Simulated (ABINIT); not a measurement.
Geometry relaxation of TiSi2 (part 3 of 3)

TiSi2 (3 atoms in the cell); Kohn-Sham DFT of a periodic cell, WC, JTH PAW PBE v2.0, no spin polarisation (ABINIT 10.8.3); cutoff 489.81 eV, 7×7×10 k-mesh, fermi-dirac of 0.05 eV. The structure was built on a prototype by a generator; it need not be a known phase.

Geometry of the input (Å; fractional positions):
```
4.3746  0.0000  0.0000
-2.1873  3.7885  0.0000
0.0000  0.0000  2.5610
Ti 0.0000  0.0000  0.0000
Si 0.3333  0.6667  0.5000
Si 0.6667  0.3333  0.5000
```

**Log, continued**
```
--- !ResultsGS
iteration_state: {dtset: 1, itime: 5, icycle: 1, }
comment   : Summary of ground state results
lattice_vectors:
- [  8.2207121,   0.0000301,   0.0000000, ]
- [ -4.1103310,   7.1193600,   0.0000000, ]
- [  0.0000000,   0.0000000,   4.7842076, ]
lattice_lengths: [   8.22071,    8.22071,    4.78421, ]
lattice_angles: [ 90.000,  90.000, 120.000, ] # degrees, (23, 13, 12)
lattice_volume:   2.8000213E+02
convergence: {deltae: -3.371E-10, res2:  3.437E-10, residm:  5.427E-07, diffor: null, }
etotal    :  -6.66478599E+01
entropy   :   0.00000000E+00
fermie    :   3.66834648E-01
cartesian_stress_tensor: # hartree/bohr^3
- [  1.89376525E-07,   5.85159160E-09,   0.00000000E+00, ]
- [  5.85159160E-09,   1.96133363E-07,   0.00000000E+00, ]
- [  0.00000000E+00,   0.00000000E+00,   5.63816991E-06, ]
pressure_GPa:  -5.9074E-02
xred      :
- [  0.0000E+00,   0.0000E+00,   0.0000E+00, Ti]
- [  3.3333E-01,   6.6667E-01,   5.0000E-01, Si]
- [  6.6667E-01,   3.3333E-01,   5.0000E-01, Si]
cartesian_forces: # hartree/bohr
- [ -0.00000000E+00,  -0.00000000E+00,  -0.00000000E+00, ]
- [  1.02874566E-06,  -5.93946485E-07,  -0.00000000E+00, ]
- [ -1.02874566E-06,   5.93946485E-07,  -0.00000000E+00, ]
force_length_stats: {min:   0.00000000E+00, max:   1.18789312E-06, mean:   7.91928744E-07, }
...

 Integrated electronic density in atomic spheres:
 ------------------------------------------------
 Atom  Sphere_radius  Integrated_density
    1        2.30803         10.34848574
    2        1.90945          1.53007208
    3        1.90945          1.53007208

---OUTPUT-----------------------------------------------------------------------

 Cartesian coordinates (xcart) [bohr]
  0.00000000000000E+00  0.00000000000000E+00  0.00000000000000E+00
  4.00861830322303E-06  4.74625733526683E+00  2.39210380778432E+00
  4.11037708047922E+00  2.37313272887578E+00  2.39210380778432E+00
 Reduced coordinates (xred)
  0.00000000000000E+00  0.00000000000000E+00  0.00000000000000E+00
  3.33332304813327E-01  6.66667695186673E-01  5.00000000000000E-01
  6.66667695186673E-01  3.33332304813327E-01  5.00000000000000E-01
 Cartesian forces (fcart) [Ha/bohr]; max,rms= 1.02875E-06 5.59978E-07 (free atoms)
 -0.00000000000000E+00 -0.00000000000000E+00 -0.00000000000000E+00
  1.02874565860900E-06 -5.93946484535938E-07 -0.00000000000000E+00
 -1.02874565860900E-06  5.93946484535938E-07 -0.00000000000000E+00
 Gradient of E wrt nuclear positions in reduced coordinates (gred)
  0.00000000000000E+00  0.00000000000000E+00  0.00000000000000E+00
 -8.45700401622095E-06  8.45700401622095E-06 -0.00000000000000E+00
  8.45700401622095E-06 -8.45700401622095E-06 -0.00000000000000E+00
 Scale of Primitive Cell (acell) [bohr]
  8.22071210422155E+00  8.22071210422155E+00  4.78420761556864E+00
 Real space primitive translations (rprimd) [bohr]
  8.22071210416649E+00  3.00896043846307E-05  0.00000000000000E+00
 -4.11033101506897E+00  7.11935997453822E+00  0.00000000000000E+00
  0.00000000000000E+00  0.00000000000000E+00  4.78420761556864E+00
 Unitary Cell Volume (ucvol) [Bohr^3]=  2.80002125154690E+02
 Angles (23,13,12)= [degrees]
  9.00000000000000E+01  9.00000000000000E+01  1.19999588789515E+02
 Lengths [Bohr]
  8.22071210422155E+00  8.22071210422155E+00  4.78420761556864E+00
 Stress tensor in cartesian coordinates (strten) [Ha/bohr^3]
  1.89376524531437E-07  5.85159160154689E-09  0.00000000000000E+00
  5.85159160154689E-09  1.96133362748846E-07  0.00000000000000E+00
  0.00000000000000E+00  0.00000000000000E+00  5.63816991484833E-06
 Total energy (etotal) [Ha]= -6.66478599248316E+01

 Difference of energy with previous step (new-old):
           Absolute (Ha)=-3.18853E-06
           Relative     =-4.78414E-08

--- Iteration: ( 6/60) Internal Cycle: (1/1)
--------------------------------------------------------------------------------

---SELF-CONSISTENT-FIELD CONVERGENCE--------------------------------------------

--- !BeginCycle
iteration_state: {dtset: 1, itime: 6, icycle: 1, }
solver: {iscf: 17, nstep: 100, nline: 4, wfoptalg: 10, }
tolerances: {tolvrs: 1.00E-09, }
...

     iter   Etot(hartree)      deltaE(h)  residm     nres2
 ETOT  1  -66.647863058706    -6.665E+01 2.565E-05 1.225E-03
 ETOT  2  -66.647862172605     8.861E-07 8.905E-07 8.072E-04
 ETOT  3  -66.647860530714     1.642E-06 2.903E-06 2.475E-04
 ETOT  4  -66.647860088501     4.422E-07 3.228E-06 9.630E-07
 ETOT  5  -66.647860105767    -1.727E-08 6.073E-07 1.674E-07
 ETOT  6  -66.647860105406     3.611E-10 1.742E-07 8.168E-09
 ETOT  7  -66.647860105493    -8.662E-11 2.173E-07 1.810E-09
 ETOT  8  -66.647860105539    -4.614E-11 3.665E-07 3.599E-11

 At SCF step    8       nres2   =  3.60E-11 < tolvrs=  1.00E-09 =>converged.

 Cartesian components of stress tensor (hartree/bohr^3)
  sigma(1 1)=  9.80010558E-07  sigma(3 2)=  0.00000000E+00
  sigma(2 2)=  9.90784320E-07  sigma(3 1)=  0.00000000E+00
  sigma(3 3)=  2.06397862E-06  sigma(2 1)=  9.33034808E-09

--- !ResultsGS
iteration_state: {dtset: 1, itime: 6, icycle: 1, }
comment   : Summary of ground state results
lattice_vectors:
- [  8.2227728,   0.0000301,   0.0000000, ]
- [ -4.1113613,   7.1211446,   0.0000000, ]
- [  0.0000000,   0.0000000,   4.7814709, ]
lattice_lengths: [   8.22277,    8.22277,    4.78147, ]
lattice_angles: [ 90.000,  90.000, 120.000, ] # degrees, (23, 13, 12)
lattice_volume:   2.7998227E+02
convergence: {deltae: -4.614E-11, res2:  3.599E-11, residm:  3.665E-07, diffor: null, }
etotal    :  -6.66478601E+01
entropy   :   0.00000000E+00
fermie    :   3.66827342E-01
cartesian_stress_tensor: # hartree/bohr^3
- [  9.80010558E-07,   9.33034808E-09,   0.00000000E+00, ]
- [  9.33034808E-09,   9.90784320E-07,   0.00000000E+00, ]
- [  0.00000000E+00,   0.00000000E+00,   2.06397862E-06, ]
pressure_GPa:  -3.9569E-02
xred      :
- [  0.0000E+00,   0.0000E+00,   0.0000E+00, Ti]
- [  3.3333E-01,   6.6667E-01,   5.0000E-01, Si]
- [  6.6667E-01,   3.3333E-01,   5.0000E-01, Si]
cartesian_forces: # hartree/bohr
- [ -0.00000000E+00,  -1.76465197E-23,  -0.00000000E+00, ]
- [  3.48442282E-07,  -2.01173212E-07,  -0.00000000E+00, ]
- [ -3.48442282E-07,   2.01173212E-07,  -0.00000000E+00, ]
force_length_stats: {min:   1.76465197E-23, max:   4.02346474E-07, mean:   2.68230982E-07, }
...

 Integrated electronic density in atomic spheres:
 ------------------------------------------------
 Atom  Sphere_radius  Integrated_density
    1        2.30803         10.35189384
    2        1.90945          1.53002032
    3        1.90945          1.53002032

---OUTPUT-----------------------------------------------------------------------

 Cartesian coordinates (xcart) [bohr]
  0.00000000000000E+00  0.00000000000000E+00  0.00000000000000E+00
  9.32031660462603E-06  4.74744405651042E+00  2.39073547095428E+00
  4.11140215528844E+00  2.37373068971030E+00  2.39073547095428E+00
 Reduced coordinates (xred)
  0.00000000000000E+00  0.00000000000000E+00  0.00000000000000E+00
  3.33332733253836E-01  6.66667266746164E-01  5.00000000000000E-01
  6.66667266746164E-01  3.33332733253836E-01  5.00000000000000E-01
 Cartesian forces (fcart) [Ha/bohr]; max,rms= 3.48442E-07 1.89668E-07 (free atoms)
 -0.00000000000000E+00 -1.76465197344646E-23 -0.00000000000000E+00
  3.48442281631480E-07 -2.01173211771831E-07 -0.00000000000000E+00
 -3.48442281631480E-07  2.01173211771831E-07 -0.00000000000000E+00
 Gradient of E wrt nuclear positions in reduced coordinates (gred)
  5.31912242318325E-28  1.25663418779512E-22  0.00000000000000E+00
 -2.86515564696175E-06  2.86515564696175E-06 -0.00000000000000E+00
  2.86515564696175E-06 -2.86515564696175E-06 -0.00000000000000E+00
 Scale of Primitive Cell (acell) [bohr]
  8.22277278593256E+00  8.22277278593256E+00  4.78147094190857E+00
 Real space primitive translations (rprimd) [bohr]
  8.22277278587731E+00  3.01426145394251E-05  0.00000000000000E+00
 -4.11136131027226E+00  7.12114460360618E+00  0.00000000000000E+00
  0.00000000000000E+00  0.00000000000000E+00  4.78147094190857E+00
 Unitary Cell Volume (ucvol) [Bohr^3]=  2.79982272735606E+02
 Angles (23,13,12)= [degrees]
  9.00000000000000E+01  9.00000000000000E+01  1.19999588155884E+02
 Lengths [Bohr]
  8.22277278593256E+00  8.22277278593255E+00  4.78147094190857E+00
 Stress tensor in cartesian coordinates (strten) [Ha/bohr^3]
  9.80010557989630E-07  9.33034807964030E-09  0.00000000000000E+00
  9.33034807964030E-09  9.90784319520113E-07  0.00000000000000E+00
  0.00000000000000E+00  0.00000000000000E+00  2.06397861825247E-06
 Total energy (etotal) [Ha]= -6.66478601055390E+01

 Difference of energy with previous step (new-old):
           Absolute (Ha)=-1.80707E-07
           Relative     =-2.71138E-09

 At Broyd/MD step   6, gradients are converged :
  max grad (force/stress) = 2.0640E-04 < tolmxf= 5.0000E-04 ha/bohr (free atoms)

================================================================================

 ----iterations are completed or convergence reached----

 Mean square residual over all n,k,spin=   55.644E-11; max=  36.652E-08
 reduced coordinates (array xred) for    3 atoms
       0.000000000000      0.000000000000      0.000000000000
       0.333332733254      0.666667266746      0.500000000000
       0.666667266746      0.333332733254      0.500000000000
 rms dE/dt=  1.9101E-06; max dE/dt=  2.8652E-06; dE/dt below (all hartree)
    1       0.000000000000      0.000000000000      0.000000000000
    2      -0.000002865156      0.000002865156      0.000000000000
    3       0.000002865156     -0.000002865156      0.000000000000

 cartesian coordinates (angstrom) at end:
    1      0.00000000000000     0.00000000000000     0.00000000000000
    2      0.00000493209914     2.51223920303787     1.26512272766818
    3      2.17566032396013     1.25612418496358     1.26512272766818

 cartesian forces (hartree/bohr) at end:
    1     -0.00000000000000    -0.00000000000000    -0.00000000000000
    2      0.00000034844228    -0.00000020117321    -0.00000000000000
    3     -0.00000034844228     0.00000020117321    -0.00000000000000
 frms,max,avg= 1.8966795E-07 3.4844228E-07   0.000E+00  0.000E+00  0.000E+00 h/b

 cartesian forces (eV/Angstrom) at end:
    1     -0.00000000000000    -0.00000000000000    -0.00000000000000
    2      0.00001791762253    -0.00001034474248    -0.00000000000000
    3     -0.00001791762253     0.00001034474248    -0.00000000000000
 frms,max,avg= 9.7531180E-06 1.7917623E-05   0.000E+00  0.000E+00  0.000E+00 e/A
 length scales=  8.222772785933  8.222772785933  4.781470941909 bohr
              =  4.351303965797  4.351303965797  2.530245455336 angstroms
 Fermi (or HOMO) energy (eV) =   9.98188   Average Vxc (eV)= -11.71558
 Eigenvalues (   eV  ) for nkpt=  96  k points:
 kpt#   1, nband= 14, wtk=  0.00204, kpt=  0.0000  0.0000  0.0000 (reduced coord)
 -46.48019  -22.91022  -22.91022  -22.21026   -3.38605    4.60505    4.60511    4.81097
   8.27632    8.98718    8.98720   12.95743   12.95744   13.44301
 prteigrs : prtvol=0 or 1, do not print more k-points.

--- !EnergyTerms
iteration_state     : {dtset: 1, itime: 6, icycle: 1, }
comment             : Components of total free energy in Hartree
kinetic             :  1.10933487323602E+01
hartree             :  1.61227525139719E+01
xc                  : -8.16205473511572E+00
Ewald energy        : -4.86434489221328E+01
psp_core            :  2.49730739513116E+00
local_psp           : -4.29979578302223E+01
PAW spherical_terms :  3.44274167062156E+00
internal            : -6.66473111753859E+01
'-kT*entropy'       : -5.47374567546755E-04
total_energy        : -6.66478585499535E+01
total_energy_eV     : -1.81358062147029E+03
...

--- !EnergyTermsDC
iteration_state     : {dtset: 1, itime: 6, icycle: 1, }
comment             : '"Double-counting" decomposition of free energy'
band_energy         : -6.14752031862571E+00
Ewald energy        : -4.86434489221328E+01
psp_core            :  2.49730739513116E+00
xc_dc               : -1.70097774413688E+01
PAW spherical_terms :  2.65612655602465E+00
internal            : -6.66473127309715E+01
'-kT*entropy'       : -5.47374567546755E-04
total_energy_dc     : -6.66478601055390E+01
total_energy_dc_eV  : -1.81358066379993E+03
...

--- !EnergyTermsWithPAWCore
iteration_state     : {dtset: 1, itime: 6, icycle: 1, }
comment             : 'Components of total free energy, including PAW core contributions'
Total energy        : -1.43313410040115E+03
Total energy DC     : -1.43313410195674E+03
Total energy (eV)   : -3.89975655483023E+04
Total energy DC (eV): -3.89975655906320E+04
...

 rms coord change=  1.8222E-06   atom, delta coord (reduced):
     1        0.000000000000      0.000000000000      0.000000000000
     2        0.000002733254     -0.000002733254      0.000000000000
     3       -0.000002733254      0.000002733254      0.000000000000

 Cartesian components of stress tensor (hartree/bohr^3)
  sigma(1 1)=  9.80010558E-07  sigma(3 2)=  0.00000000E+00
  sigma(2 2)=  9.90784320E-07  sigma(3 1)=  0.00000000E+00
  sigma(3 3)=  2.06397862E-06  sigma(2 1)=  9.33034808E-09

-Cartesian components of stress tensor (GPa)         [Pressure= -3.9569E-02 GPa]
- sigma(1 1)=  2.88329061E-02  sigma(3 2)=  0.00000000E+00
- sigma(2 2)=  2.91498811E-02  sigma(3 1)=  0.00000000E+00
- sigma(3 3)=  6.07243474E-02  sigma(2 1)=  2.74508318E-04

== END DATASET(S) ==============================================================
================================================================================

 -outvars: echo values of variables after computation  --------
            acell      8.2227727859E+00  8.2227727859E+00  4.7814709419E+00 Bohr
           etotal     -6.6647860106E+01
            fcart     -0.0000000000E+00 -1.7646519734E-23 -0.0000000000E+00
                       3.4844228163E-07 -2.0117321177E-07 -0.0000000000E+00
                      -3.4844228163E-07  2.0117321177E-07 -0.0000000000E+00
            rprim      9.9999999999E-01  3.6657482000E-06  0.0000000000E+00
                      -4.9999694961E-01  8.6602716492E-01  0.0000000000E+00
                       0.0000000000E+00  0.0000000000E+00  1.0000000000E+00
           strten      9.8001055799E-07  9.9078431952E-07  2.0639786183E-06
                       0.0000000000E+00  0.0000000000E+00  9.3303480796E-09
           xangst      0.0000000000E+00  0.0000000000E+00  0.0000000000E+00
                       4.9320991422E-06  2.5122392030E+00  1.2651227277E+00
                       2.1756603240E+00  1.2561241850E+00  1.2651227277E+00
             xred      0.0000000000E+00  0.0000000000E+00  0.0000000000E+00
                       3.3333273325E-01  6.6666726675E-01  5.0000000000E-01
                       6.6666726675E-01  3.3333273325E-01  5.0000000000E-01
 Calculation completed.
```

**Trajectory as extended XYZ (Å, eV, eV/Å), 6 frames, from step=0 to step=5**
```
3
Lattice="4.3746 0.0000 0.0000 -2.1873 3.7885 0.0000 0.0000 0.0000 2.5610" Properties=species:S:1:pos:R:3:forces:R:3 step=0 energy=-1813.57002
Ti    0.0000    0.0000    0.0000    0.0000   0.0000   0.0000
Si    0.0000    2.5257    1.2805    0.0003  -0.0002   0.0000
Si    2.1873    1.2628    1.2805   -0.0003   0.0002   0.0000
3
Lattice="4.3624 -0.0000 0.0000 -2.1812 3.7779 0.0000 0.0000 0.0000 2.5502" Properties=species:S:1:pos:R:3:forces:R:3 step=1 energy=-1813.57690
Ti    0.0000    0.0000    0.0000    0.0000   0.0000   0.0000
Si    0.0000    2.5186    1.2751    0.0002  -0.0001   0.0000
Si    2.1812    1.2593    1.2751   -0.0002   0.0001   0.0000
3
Lattice="4.3454 0.0000 0.0000 -2.1727 3.7632 0.0000 0.0000 0.0000 2.5336" Properties=species:S:1:pos:R:3:forces:R:3 step=2 energy=-1813.58054
Ti    0.0000    0.0000    0.0000    0.0000   0.0000   0.0000
Si    0.0000    2.5088    1.2668    0.0001  -0.0001   0.0000
Si    2.1727    1.2544    1.2668   -0.0001   0.0001   0.0000
3
Lattice="4.3468 0.0000 0.0000 -2.1734 3.7644 0.0000 0.0000 0.0000 2.5335" Properties=species:S:1:pos:R:3:forces:R:3 step=3 energy=-1813.58057
Ti    0.0000    0.0000    0.0000    0.0000   0.0000   0.0000
Si    0.0000    2.5096    1.2667    0.0001  -0.0001   0.0000
Si    2.1734    1.2548    1.2667   -0.0001   0.0001   0.0000
3
Lattice="4.3502 0.0000 0.0000 -2.1751 3.7674 0.0000 0.0000 0.0000 2.5317" Properties=species:S:1:pos:R:3:forces:R:3 step=4 energy=-1813.58066
Ti    0.0000    0.0000    0.0000    0.0000   0.0000   0.0000
Si    0.0000    2.5116    1.2658    0.0001   0.0000   0.0000
Si    2.1751    1.2558    1.2658   -0.0001   0.0000   0.0000
3
Lattice="4.3513 0.0000 0.0000 -2.1756 3.7683 0.0000 0.0000 0.0000 2.5302" Properties=species:S:1:pos:R:3:forces:R:3 step=5 energy=-1813.58066
Ti    0.0000    0.0000    0.0000    0.0000   0.0000   0.0000
Si    0.0000    2.5122    1.2651    0.0000   0.0000   0.0000
Si    2.1757    1.2561    1.2651    0.0000   0.0000   0.0000
```

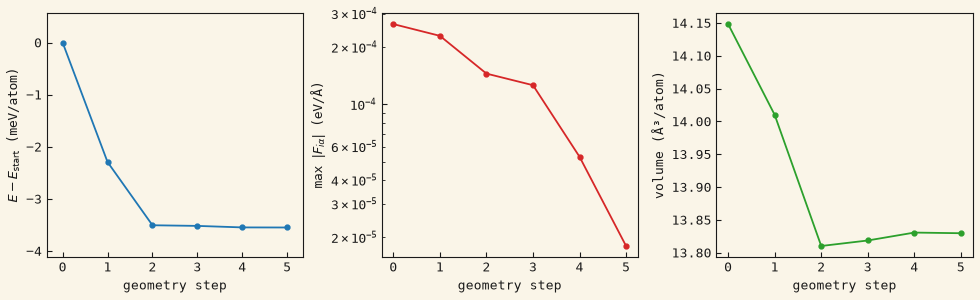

**Figure 1.** Progress of the relaxation, step by step (steps are counted from 0).

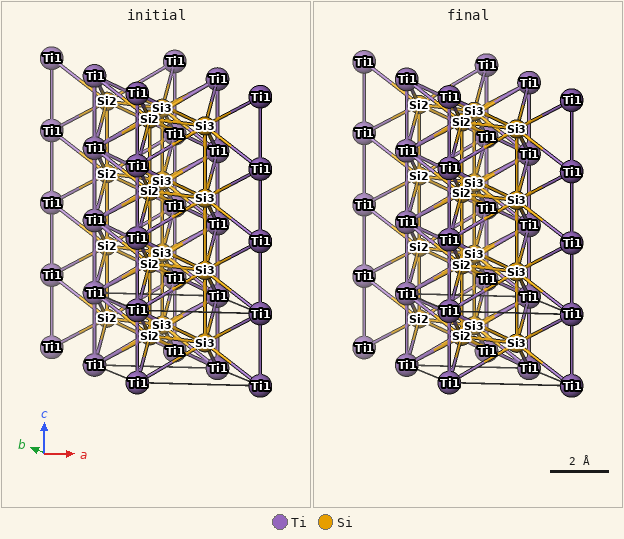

**Figure 2.** Before (left) and after (right) the relaxation, at one scale (ball-and-stick view of the cell of the calculation, repeated 1 × 2 × 4, seen slightly off an axis). The atoms keep their places relative to the cell (all moves are under 0.005 Å). The drawn cell changes as follows: a = b 4.375 → 4.351 Å (−0.5 %), c 2.561 → 2.530 Å (−1.2 %); the volume changes by −2.3 %. Among the contacts that change: Ti1–Ti1 2.561 → 2.530 Å, Si2–Si2 2.561 → 2.530 Å, Ti1–Si2 2.832 → 2.813 Å, Si2–Si3 2.526 → 2.512 Å. The space group stays P6/mmm (No. 191). The energy falls by 3.5 meV per atom in 5 geometry steps. The largest force component goes from 0.00026 to under 0.0001 eV/Å. (Atoms are counted from 1 in the order of the input.)

**Results in brief**

```csv
quantity,value
outcome,converged
space group (tolerance 0.01 Å),P6/mmm (191)
electrons treated,20
free energy,−1813.5807 eV
Fermi energy,9.982 eV
gap on the k-point mesh,none (metallic)
pressure,−0.04 GPa
final volume,41.49 Å³
largest force (length of the vector) at the end,under 0.001 eV/Å
final cell,"a = 4.351 Å, b = 4.351 Å, c = 2.530 Å, α = 90.00°, β = 90.00°, γ = 120.00°"
wall time,2.9 min
peak memory,0.17 GiB
```
